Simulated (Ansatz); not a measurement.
**Nudged elastic band of Pd₂₇H (part 1 of 3)**

- system: Pd₂₇H (defect cell, 28 atoms in the cell)
- method: DFT PBEsol, scalar-relativistic, plane waves, PAW, no spin polarisation (Ansatz 0.2.0)

The structure derives from a Materials Project entry. It belongs to a series of runs on one base structure; here: climbing-image band for the jump of H by 2.73 A.

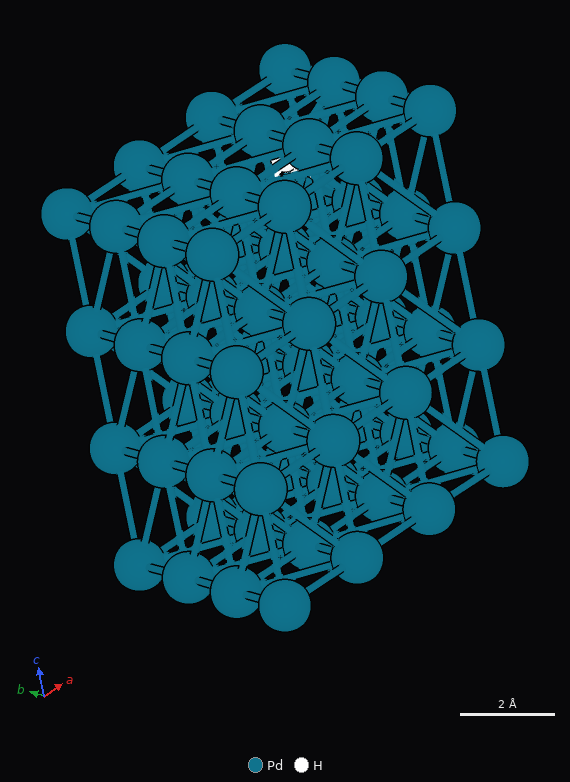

Fig. 1: The input geometry (ball-and-stick view of the cell of the calculation, seen slightly off an axis). Near neighbours in the crystal (not all of them lie inside the picture): Pd has 12 Pd at 2.72 to 2.75 Å; Pd has 1 H at 1.95 to 1.97 Å and 12 Pd at 2.72 to 2.77 Å; H has 6 Pd at 1.95 to 1.97 Å.

### Summary

| quantity | value |
| --- | --- |
| outcome | converged |
| barrier, forward | 0.660 eV |
| barrier, backward | 0.660 eV |
| electrons treated | 487 |
| hardware | 8 threads of Intel Xeon @ 2.70GHz, 189 GiB of memory available, shared host |
| wall time | 22 min (CPU time 2.6 h) |
| peak memory | 15 GiB |

### Remarks

The order of the saddle point was not checked.

### The input
```yaml
crystal:
  lattice:
    - [-5.8125692773, -5.8125692773, 0.0]
    - [-5.8125692773, 0.0, -5.8125692773]
    - [0.0, -5.8125692773, -5.8125692773]
  atoms:
    - { symbol: Pd, position: [0.6663570302, 0.6663600803, 0.6663170472] }
    - { symbol: Pd, position: [0.3343073838, 0.6663622809, 0.6663281314] }
    - { symbol: Pd, position: [0.0019965931, 0.6647238094, 0.6646580778] }
    - { symbol: Pd, position: [0.6663617838, 0.3343018307, 0.666331372] }
    - { symbol: Pd, position: [0.3333494808, 0.3333460655, 0.6666895785] }
    - { symbol: Pd, position: [-2.8978e-05, 0.3333230102, 0.6666918623] }
    - { symbol: Pd, position: [0.6647301023, 0.0019835646, 0.6646844945] }
    - { symbol: Pd, position: [0.3333243516, -2.15255e-05, 0.6666890994] }
    - { symbol: Pd, position: [0.0019084833, 0.0019073157, 0.6647599285] }
    - { symbol: Pd, position: [0.6663553927, 0.6663589405, 0.334296545] }
    - { symbol: Pd, position: [0.3333265996, 0.6667385604, 0.3333333333] }
    - { symbol: Pd, position: [-2.84272e-05, 0.6667271874, 0.333319262] }
    - { symbol: Pd, position: [0.6667285112, 0.3333249441, 0.333342855] }
    - { symbol: Pd, position: [0.3333525336, 0.333366172, 0.3333020403] }
    - { symbol: Pd, position: [-3.1261e-05, 0.3333164795, 0.333351179] }
    - { symbol: Pd, position: [0.6667171912, -2.18838e-05, 0.3333211347] }
    - { symbol: Pd, position: [0.3333191873, -2.39419e-05, 0.333343781] }
    - { symbol: Pd, position: [0.0003273212, 0.0003368768, 0.3323649881] }
    - { symbol: Pd, position: [0.6646426331, 0.664645162, 0.0020223458] }
    - { symbol: Pd, position: [0.3333333333, 0.6667422631, -7.44057e-05] }
    - { symbol: Pd, position: [0.0020176298, 0.6647025626, 0.0019656855] }
    - { symbol: Pd, position: [0.6667302837, 0.3333333333, -7.02923e-05] }
    - { symbol: Pd, position: [0.3333508312, 0.3333477077, -5.91595e-05] }
    - { symbol: Pd, position: [0.0003430863, 0.3323712841, 0.0003085597] }
    - { symbol: Pd, position: [0.664713255, 0.0020066546, 0.0019416079] }
    - { symbol: Pd, position: [0.332366733, 0.0003508139, 0.0003072206] }
    - { symbol: Pd, position: [0.0003297259, 0.0003397121, 0.0003049826] }
    - { symbol: H, position: [0.8324570749, 0.8318800166, 0.8347491038] }
basis:
  ecutwfc: 420
  xc_grid: 2
kpoints:
  mp_grid: { grid: [4, 4, 4], shift: [0.0, 0.0, 0.0] }
hamiltonian:
  xc: pbesol
scf:
  occupations: { method: gaussian, width: 0.1 }
output:
  forces: true
neb:
  images: 5
  f_tol: 0.05
  max_iterations: 70
  order_check: false
  final_atoms:
    - { symbol: Pd, position: [0.6646844945, 0.6647301023, 0.6686018386] }
    - { symbol: Pd, position: [0.333342855, 0.6667285112, 0.6666036897] }
    - { symbol: Pd, position: [0.0020223458, 0.6646426331, 0.6686898591] }
    - { symbol: Pd, position: [0.6666895785, 0.3333494808, 0.6666148751] }
    - { symbol: Pd, position: [0.3333333333, 0.3333265996, 0.6666015067] }
    - { symbol: Pd, position: [0.0003072206, 0.332366733, 0.6669752325] }
    - { symbol: Pd, position: [0.6646580778, 0.0019965931, 0.6686215197] }
    - { symbol: Pd, position: [0.3323649881, 0.0003273212, 0.6669708139] }
    - { symbol: Pd, position: [0.0003085597, 0.0003430863, 0.6669770699] }
    - { symbol: Pd, position: [0.666331372, 0.6663617838, 0.3330050135] }
    - { symbol: Pd, position: [0.334296545, 0.6663553927, 0.3329891218] }
    - { symbol: Pd, position: [0.0019416079, 0.664713255, 0.3313384825] }
    - { symbol: Pd, position: [0.6663281314, 0.3343073838, 0.3330022039] }
    - { symbol: Pd, position: [0.333343781, 0.3333191873, 0.3333609736] }
    - { symbol: Pd, position: [-5.91595e-05, 0.3333508312, 0.3333606206] }
    - { symbol: Pd, position: [0.6647599285, 0.0019084833, 0.3314242726] }
    - { symbol: Pd, position: [0.333351179, -3.1261e-05, 0.3333636025] }
    - { symbol: Pd, position: [0.0019656855, 0.0020176298, 0.3313141221] }
    - { symbol: Pd, position: [0.6663170472, 0.6663570302, 0.0009658423] }
    - { symbol: Pd, position: [0.3333211347, 0.6667171912, -1.64421e-05] }
    - { symbol: Pd, position: [-7.02923e-05, 0.6667302837, 6.6753e-06] }
    - { symbol: Pd, position: [0.6666890994, 0.3333243516, 8.0744e-06] }
    - { symbol: Pd, position: [0.3333020403, 0.3333525336, -2.07459e-05] }
    - { symbol: Pd, position: [-7.44057e-05, 0.3333333333, -1.1907e-06] }
    - { symbol: Pd, position: [0.6666918623, -2.8978e-05, 1.41055e-05] }
    - { symbol: Pd, position: [0.333319262, -2.84272e-05, -1.80223e-05] }
    - { symbol: Pd, position: [0.0003049826, 0.0003297259, -0.0009744207] }
    - { symbol: H, position: [0.8347491038, 0.8324570749, 0.5009138047] }
```

Command:
```bash
ansatz run input.yaml --threads 8 --pin off --max-ram 20480MiB --backend cpu --events-out ev --progress --plain --runs-dir out
```

### What the program printed
```
Warning: neb: disabling space-group detection — the band's intermediate images generally break the endpoint symmetry, so no spatial operation reduces the k-mesh or symmetrises the density, except that a semilocal band can use its path's symmetry ahead of convergence; time reversal is kept, so that k and −k are solved as one point where they differ and the mesh holds both, and exact exchange and, on two spinor components, a DFT+U term hold to it where the run has them: on two components no moment then forms, and a state that bears one, which a typed moment (crystal.atoms[].spin; refused beside efield: under a hybrid functional) reaches, can lie lower, under hf by electronvolts; crystal.symmetry.detect: false (a key that needs symmetry detection or time reversal refuses this as the deck is read) with time_reversal: false beside it drops time reversal too
Engine: ansatz 0.2.0, x86_64-unknown-linux-gnu
Pseudopotentials: kind: paw
Pseudopotential: Pd, paw, valence charge 18, recommended cutoff 420 eV (normal), Pd.paw.azcp
Pseudopotential: H, paw, valence charge 1, recommended cutoff 420 eV (normal), H.paw.azcp
Functional definition: PBEsol
  exchange = pbesol_x
  correlation = pbesol_c
parallel-image band execution: 3 concurrent image workers
NEB image 0
Crystal: 28 atoms, lattice volume = 392.766 Å³
Basis set: ecut = 420 eV, 7727 PW (Γ), exchange–correlation on 120×120×120 points (8 copies of the dense FFT grid, shifted against one another)
Bands: 293, of which v1, the nominal top of the filled ones, is band 244 counted from 1 (243 counted from 0)
Symmetry: 1 space group operations
k-points: 36 of 64 (time reversal used)
Non-local potential: Pd, projectors of the file, l = 0: 2, l = 1: 2, l = 2: 2, l = 3: 1
Non-local potential: H, projectors of the file, l = 0: 2, l = 1: 1
PAW form: soft (Blöchl's): semilocal exchange-correlation on the pseudo side does not see the compensation charge
PAW frozen core: Pd, regenerated for the run's functional, and the local potential with it (the file was generated under x = pbe(κ = 0.804, μ = 0.2195149727645171), c = pbe(β = 0.06672455060314922))
PAW one-centre angular grid: Pd, 590 points (default); XC on 64 Gauss nodes
PAW one-centre angular grid: H, 110 points (default); XC on 64 Gauss nodes
Initial density: superposition of atomic densities (neutral atoms: chi_scale 0, normalization atom), corrected by the library's trained network
Initial wavefunctions: pseudopotential atomic-orbital guess
Functional: x = pbesol(κ = 0.804, μ = 0.12345679012345678), c = pbesol(β = 0.046)
SCF iter   1: F=—  HF=-186495.788129 eV  |F-HF|=—  |Δ(HF+E_count)|=         —  Δρ=1.12e-2  dr2=3.90e-1  ethr=1.77e-3  ⟨swp⟩=5.0  Hψ=36669  notcnv=0  defer=589
preconditioner: auto → Kerker (q_TF=auto, 2.828 Å⁻¹)  [metal: Δε(μ)=0.003 eV  Ē_g=8.848 eV  σ=0.100 eV  W_gap=0.01  n_scr=168 (ndim 8)  ℏωp=30.8 eV  f_vac=0.000  D(μ)=62.88/eV (n_scr^D=1036)]
SCF iter   2: F=—  HF=-186495.697957 eV  |F-HF|=—  |Δ(HF+E_count)|=   9.02e-2  Δρ=4.53e-3  dr2=6.27e-2  ethr=8.01e-5  ⟨swp⟩=2.2  Hψ=17671  notcnv=0  defer=651
SCF iter   3: F=—  HF=-186495.681148 eV  |F-HF|=—  |Δ(HF+E_count)|=   1.68e-2  Δρ=7.89e-4  dr2=1.59e-3  ethr=1.29e-5  ⟨swp⟩=2.0  Hψ=13708  notcnv=0  defer=651
SCF iter   4: F=—  HF=-186495.680882 eV  |F-HF|=—  |Δ(HF+E_count)|=   2.66e-4  Δρ=1.40e-4  dr2=8.60e-5  ethr=3.26e-7  ⟨swp⟩=2.0  Hψ=13346  notcnv=0  defer=651
SCF iter   5: F=—  HF=-186495.680605 eV  |F-HF|=—  |Δ(HF+E_count)|=   2.76e-4  Δρ=2.57e-5  dr2=3.71e-6  ethr=1.77e-8  ⟨swp⟩=2.0  Hψ=13527  notcnv=0  defer=651
SCF iter   6: F=—  HF=-186495.680605 eV  |F-HF|=—  |Δ(HF+E_count)|=   4.31e-7  Δρ=7.32e-6  dr2=6.45e-7  ethr=7.62e-10  ⟨swp⟩=2.1  Hψ=13800  notcnv=0  defer=651
SCF iter   7: F=-186495.680605 eV  HF=-186495.680605 eV  |F-HF|=1.16e-8  |Δ(HF+E_count)|=   4.31e-8  Δρ=2.69e-6  dr2=1.74e-8  ethr=2.05e-11  ⟨swp⟩=2.0  Hψ=28897  notcnv=0
SCF 1 converged in 7 iterations: F = -186495.680605 eV  dr2 = 1.74e-8
  greatest PAW one-centre occupation: 0.999 electrons in one spin orbital (limit 2), on the Pd atom at site 18 (counted from 0), in its partial waves of l = 0
NSCF: frozen V_eff on 36 k-points
NEB image 6
SCF iter   1: F=—  HF=-186495.788128 eV  |F-HF|=—  |Δ(HF+E_count)|=         —  Δρ=1.12e-2  dr2=3.90e-1  ethr=1.77e-3  ⟨swp⟩=5.0  Hψ=36670  notcnv=0  defer=590
SCF iter   2: F=—  HF=-186495.697965 eV  |F-HF|=—  |Δ(HF+E_count)|=   9.02e-2  Δρ=4.53e-3  dr2=6.27e-2  ethr=8.01e-5  ⟨swp⟩=2.2  Hψ=17670  notcnv=0  defer=651
SCF iter   3: F=—  HF=-186495.681149 eV  |F-HF|=—  |Δ(HF+E_count)|=   1.68e-2  Δρ=7.89e-4  dr2=1.59e-3  ethr=1.29e-5  ⟨swp⟩=2.0  Hψ=13708  notcnv=0  defer=651
SCF iter   4: F=—  HF=-186495.680877 eV  |F-HF|=—  |Δ(HF+E_count)|=   2.72e-4  Δρ=1.40e-4  dr2=8.61e-5  ethr=3.26e-7  ⟨swp⟩=2.0  Hψ=13346  notcnv=0  defer=651
SCF iter   5: F=—  HF=-186495.680605 eV  |F-HF|=—  |Δ(HF+E_count)|=   2.72e-4  Δρ=2.57e-5  dr2=3.70e-6  ethr=1.77e-8  ⟨swp⟩=2.0  Hψ=13527  notcnv=0  defer=651
SCF iter   6: F=—  HF=-186495.680605 eV  |F-HF|=—  |Δ(HF+E_count)|=   4.31e-7  Δρ=7.36e-6  dr2=6.52e-7  ethr=7.60e-10  ⟨swp⟩=2.1  Hψ=13800  notcnv=0  defer=651
SCF iter   7: F=-186495.680605 eV  HF=-186495.680605 eV  |F-HF|=1.14e-8  |Δ(HF+E_count)|=   4.32e-8  Δρ=2.70e-6  dr2=1.75e-8  ethr=2.05e-11  ⟨swp⟩=2.0  Hψ=28806  notcnv=0
SCF 2 converged in 7 iterations: F = -186495.680605 eV  dr2 = 1.75e-8
[... from here on the iterations of each SCF are left out, up to the last one ...]
NSCF: frozen V_eff on 36 k-points
NEB end point (image 0): max|allowed force component| = 9.325e-3 eV/Å (the criterion of neb.relax_end_points is 1.000e-2)
NEB end point (image 6): max|allowed force component| = 9.325e-3 eV/Å (the criterion of neb.relax_end_points is 1.000e-2)
NEB image 1
preconditioner: auto → Kerker (q_TF=auto, 2.828 Å⁻¹)  [metal: Δε(μ)=0.001 eV  Ē_g=8.858 eV  σ=0.100 eV  W_gap=0.00  n_scr=168 (ndim 8)  ℏωp=30.8 eV  f_vac=0.000  D(μ)=62.61/eV (n_scr^D=964)]
SCF 3 converged in 7 iterations: F = -186495.541573 eV  dr2 = 5.27e-8
NEB image 2
preconditioner: auto → Kerker (q_TF=auto, 2.828 Å⁻¹)  [metal: Δε(μ)=0.000 eV  Ē_g=8.824 eV  σ=0.100 eV  W_gap=0.00  n_scr=168 (ndim 8)  ℏωp=30.8 eV  f_vac=0.000  D(μ)=61.84/eV (n_scr^D=964)]
SCF 4 converged in 8 iterations: F = -186494.820725 eV  dr2 = 4.15e-9
NEB image 3
preconditioner: auto → Kerker (q_TF=auto, 2.828 Å⁻¹)  [metal: Δε(μ)=0.002 eV  Ē_g=8.842 eV  σ=0.100 eV  W_gap=0.01  n_scr=168 (ndim 8)  ℏωp=30.8 eV  f_vac=0.000  D(μ)=61.50/eV (n_scr^D=964)]
SCF 5 converged in 7 iterations: F = -186494.181182 eV  dr2 = 7.24e-8
NEB image 4
preconditioner: auto → Kerker (q_TF=auto, 2.828 Å⁻¹)  [metal: Δε(μ)=0.000 eV  Ē_g=8.824 eV  σ=0.100 eV  W_gap=0.00  n_scr=168 (ndim 8)  ℏωp=30.8 eV  f_vac=0.000  D(μ)=61.82/eV (n_scr^D=964)]
SCF 6 converged in 8 iterations: F = -186494.796791 eV  dr2 = 4.14e-9
NEB image 5
preconditioner: auto → Kerker (q_TF=auto, 2.828 Å⁻¹)  [metal: Δε(μ)=0.001 eV  Ē_g=8.859 eV  σ=0.100 eV  W_gap=0.00  n_scr=168 (ndim 8)  ℏωp=30.8 eV  f_vac=0.000  D(μ)=62.59/eV (n_scr^D=964)]
SCF 7 converged in 7 iterations: F = -186495.532163 eV  dr2 = 5.31e-8
NEB iter   1: max|band force component| = 3.954e0 eV/Å  barrier→ = 1.4994 eV  barrier← = 1.4994 eV  Δτ_max = 0.1195 Å  (51 SCF iters)
NEB image 1
Initial density: handed on by an earlier stage of this run
Initial wavefunctions: those handed on with the density
preconditioner: auto → Kerker (q_TF=auto, 2.828 Å⁻¹)  [metal: Δε(μ)=0.000 eV  Ē_g=8.892 eV  σ=0.100 eV  W_gap=0.00  n_scr=168 (ndim 8)  ℏωp=30.8 eV  f_vac=0.000  D(μ)=63.51/eV (n_scr^D=1066)]
SCF 8 converged in 7 iterations: F = -186495.583299 eV  dr2 = 2.31e-8
NEB image 2
preconditioner: auto → Kerker (q_TF=auto, 2.828 Å⁻¹)  [metal: Δε(μ)=0.001 eV  Ē_g=8.875 eV  σ=0.100 eV  W_gap=0.00  n_scr=168 (ndim 8)  ℏωp=30.8 eV  f_vac=0.000  D(μ)=63.40/eV (n_scr^D=1036)]
SCF 9 converged in 8 iterations: F = -186495.218581 eV  dr2 = 1.67e-8
NEB image 3
preconditioner: auto → Kerker (q_TF=auto, 2.828 Å⁻¹)  [metal: Δε(μ)=0.001 eV  Ē_g=8.876 eV  σ=0.100 eV  W_gap=0.01  n_scr=168 (ndim 8)  ℏωp=30.8 eV  f_vac=0.000  D(μ)=63.27/eV (n_scr^D=1036)]
SCF 10 converged in 8 iterations: F = -186494.942048 eV  dr2 = 2.21e-8
NEB image 4
preconditioner: auto → Kerker (q_TF=auto, 2.828 Å⁻¹)  [metal: Δε(μ)=0.001 eV  Ē_g=8.876 eV  σ=0.100 eV  W_gap=0.00  n_scr=168 (ndim 8)  ℏωp=30.8 eV  f_vac=0.000  D(μ)=63.39/eV (n_scr^D=1036)]
SCF 11 converged in 8 iterations: F = -186495.207260 eV  dr2 = 1.68e-8
NEB image 5
SCF 12 converged in 7 iterations: F = -186495.577245 eV  dr2 = 2.63e-8
NEB iter   2: max|band force component| = 9.167e-1 eV/Å  barrier→ = 0.7386 eV  barrier← = 0.7386 eV  Δτ_max = 0.0397 Å  (38 SCF iters)
NEB image 1
preconditioner: auto → Kerker (q_TF=auto, 2.828 Å⁻¹)  [metal: Δε(μ)=0.002 eV  Ē_g=8.881 eV  σ=0.100 eV  W_gap=0.01  n_scr=168 (ndim 8)  ℏωp=30.8 eV  f_vac=0.000  D(μ)=63.45/eV (n_scr^D=1066)]
SCF 13 converged in 6 iterations: F = -186495.584769 eV  dr2 = 3.57e-8
NEB image 2
preconditioner: auto → Kerker (q_TF=auto, 2.828 Å⁻¹)  [metal: Δε(μ)=0.000 eV  Ē_g=8.871 eV  σ=0.100 eV  W_gap=0.00  n_scr=168 (ndim 8)  ℏωp=30.8 eV  f_vac=0.000  D(μ)=63.37/eV (n_scr^D=1036)]
SCF 14 converged in 7 iterations: F = -186495.255146 eV  dr2 = 2.66e-8
NEB image 3
preconditioner: auto → Kerker (q_TF=auto, 2.828 Å⁻¹)  [metal: Δε(μ)=0.002 eV  Ē_g=8.870 eV  σ=0.100 eV  W_gap=0.01  n_scr=168 (ndim 8)  ℏωp=30.8 eV  f_vac=0.000  D(μ)=63.33/eV (n_scr^D=1036)]
SCF 15 converged in 7 iterations: F = -186495.014199 eV  dr2 = 5.29e-8
NEB image 4
preconditioner: auto → Kerker (q_TF=auto, 2.828 Å⁻¹)  [metal: Δε(μ)=0.000 eV  Ē_g=8.864 eV  σ=0.100 eV  W_gap=0.00  n_scr=168 (ndim 8)  ℏωp=30.8 eV  f_vac=0.000  D(μ)=63.37/eV (n_scr^D=1036)]
SCF 16 converged in 7 iterations: F = -186495.245271 eV  dr2 = 2.81e-8
NEB image 5
preconditioner: auto → Kerker (q_TF=auto, 2.828 Å⁻¹)  [metal: Δε(μ)=0.001 eV  Ē_g=8.881 eV  σ=0.100 eV  W_gap=0.01  n_scr=168 (ndim 8)  ℏωp=30.8 eV  f_vac=0.000  D(μ)=63.45/eV (n_scr^D=1066)]
SCF 17 converged in 6 iterations: F = -186495.579097 eV  dr2 = 3.95e-8
NEB iter   3: max|band force component| = 2.541e-1 eV/Å  barrier→ = 0.6664 eV  barrier← = 0.6664 eV  CI = image 3  Δτ_max = 0.0149 Å  (33 SCF iters)
NEB image 1
SCF 18 converged in 6 iterations: F = -186495.582732 eV  dr2 = 1.78e-9
NEB image 2
SCF 19 converged in 6 iterations: F = -186495.254092 eV  dr2 = 2.04e-8
NEB image 3
preconditioner: auto → Kerker (q_TF=auto, 2.828 Å⁻¹)  [metal: Δε(μ)=0.001 eV  Ē_g=8.880 eV  σ=0.100 eV  W_gap=0.00  n_scr=168 (ndim 8)  ℏωp=30.8 eV  f_vac=0.000  D(μ)=63.40/eV (n_scr^D=1036)]
SCF 20 converged in 6 iterations: F = -186495.020598 eV  dr2 = 6.03e-8
NEB image 4
preconditioner: auto → Kerker (q_TF=auto, 2.828 Å⁻¹)  [metal: Δε(μ)=0.001 eV  Ē_g=8.876 eV  σ=0.100 eV  W_gap=0.00  n_scr=168 (ndim 8)  ℏωp=30.8 eV  f_vac=0.000  D(μ)=63.40/eV (n_scr^D=1036)]
SCF 21 converged in 6 iterations: F = -186495.250431 eV  dr2 = 3.15e-8
NEB image 5
iter 1 solved again at ethr=1.56e-7 eV; its pass at ethr=3.10e-3 eV (dr2=7.61e-4 eV) is discarded
SCF iter   1: F=—  HF=-186495.579499 eV  |F-HF|=—  |Δ(HF+E_count)|=         —  Δρ=5.81e-4  dr2=8.06e-4  ethr=1.56e-7  ⟨swp⟩=2.0  Hψ=35837  notcnv=0
preconditioner: auto → Kerker (q_TF=auto, 2.828 Å⁻¹)  [metal: Δε(μ)=0.001 eV  Ē_g=8.881 eV  σ=0.100 eV  W_gap=0.00  n_scr=168 (ndim 8)  ℏωp=30.8 eV  f_vac=0.000  D(μ)=63.45/eV (n_scr^D=1066)]
SCF iter   2: F=—  HF=-186495.579286 eV  |F-HF|=—  |Δ(HF+E_count)|=   2.13e-4  Δρ=3.38e-4  dr2=2.91e-4  ethr=1.56e-7  ⟨swp⟩=2.0  Hψ=10583  notcnv=0
SCF iter   3: F=—  HF=-186495.579168 eV  |F-HF|=—  |Δ(HF+E_count)|=   1.18e-4  Δρ=3.21e-5  dr2=2.14e-6  ethr=5.98e-8  ⟨swp⟩=2.0  Hψ=15488  notcnv=0
SCF iter   4: F=—  HF=-186495.578938 eV  |F-HF|=—  |Δ(HF+E_count)|=   2.30e-4  Δρ=7.53e-6  dr2=1.57e-7  ethr=4.39e-10  ⟨swp⟩=2.0  Hψ=18938  notcnv=0
iter 5 did not close the SCF: its close was put off for the readings that it lacked (scf_convergence_deferred on its scf_iter line)
SCF iter   5: F=-186495.578938 eV  HF=-186495.578938 eV  |F-HF|=1.04e-8  |Δ(HF+E_count)|=   1.03e-8  Δρ=2.61e-6  dr2=1.76e-8  ethr=3.23e-11  ⟨swp⟩=2.0  Hψ=18389  notcnv=0
SCF iter   6: F=-186495.578938 eV  HF=-186495.578938 eV  |F-HF|=1.28e-9  |Δ(HF+E_count)|=  9.31e-10  Δρ=5.89e-7  dr2=1.99e-9  ethr=3.61e-12  ⟨swp⟩=1.0  Hψ=21276  notcnv=0
SCF 22 converged in 6 iterations: F = -186495.578938 eV  dr2 = 1.99e-9
NEB image 1
NSCF: frozen V_eff on 36 k-points
NEB image 2
NSCF: frozen V_eff on 36 k-points
NEB image 4
NSCF: frozen V_eff on 36 k-points
NEB image 5
NSCF: frozen V_eff on 36 k-points
NEB image 3
NSCF: frozen V_eff on 36 k-points
the band table was solved once a step of the walk had ended and its energy, with any forces and stress, was formed, with the checks that follow a solve (29408 applications of the Hamiltonian). They found nothing against the state; the energy, forces and stress were not computed again (output.eigenvalues in the input reference)
NEB iter   4: max|band force component| = 4.080e-2 eV/Å  barrier→ = 0.6600 eV  barrier← = 0.6600 eV  CI = image 3  Δτ_max = 0.0000 Å  (30 SCF iters)
```
